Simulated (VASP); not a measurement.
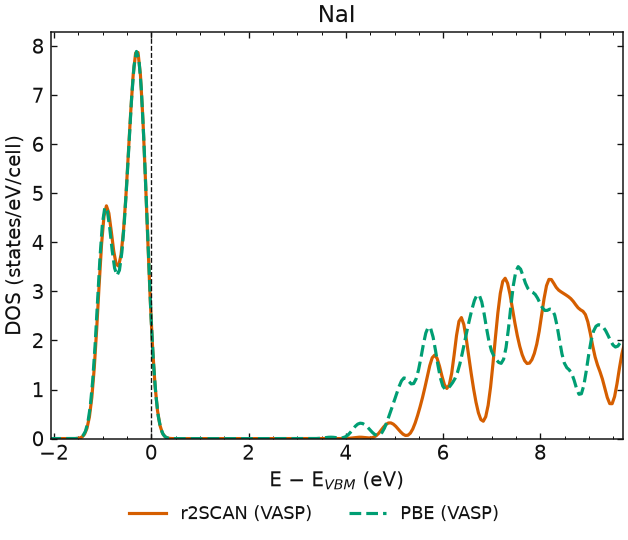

Total densities of states of NaI, space group R3m (No. 160), 2 atoms in the cell, zincblende type, shear (111) strain +4.8%, by two methods on the same cell. The curves are built from the levels of the k mesh with Gaussians 0.3 eV wide, which also blur the band edges. Each is counted from its own valence-band top.

What changes from one method to the other?

Answer. r2SCAN (VASP) gives a gap of 4.29 eV and PBE (VASP) gives a gap of 3.69 eV.

Settings. r2SCAN (VASP): DFT, r2SCAN, plane waves, PAW, 6×6×6 k mesh, 520 eV cutoff, Gaussian smearing of 0.01 eV (VASP 6.6.1). PBE (VASP): DFT, PBE, plane waves, PAW, 6×6×6 k mesh, 520 eV cutoff, Fermi-Dirac smearing of 0.02 eV (VASP 6.6.1).

Spin-orbit coupling is left out, which matters for I.
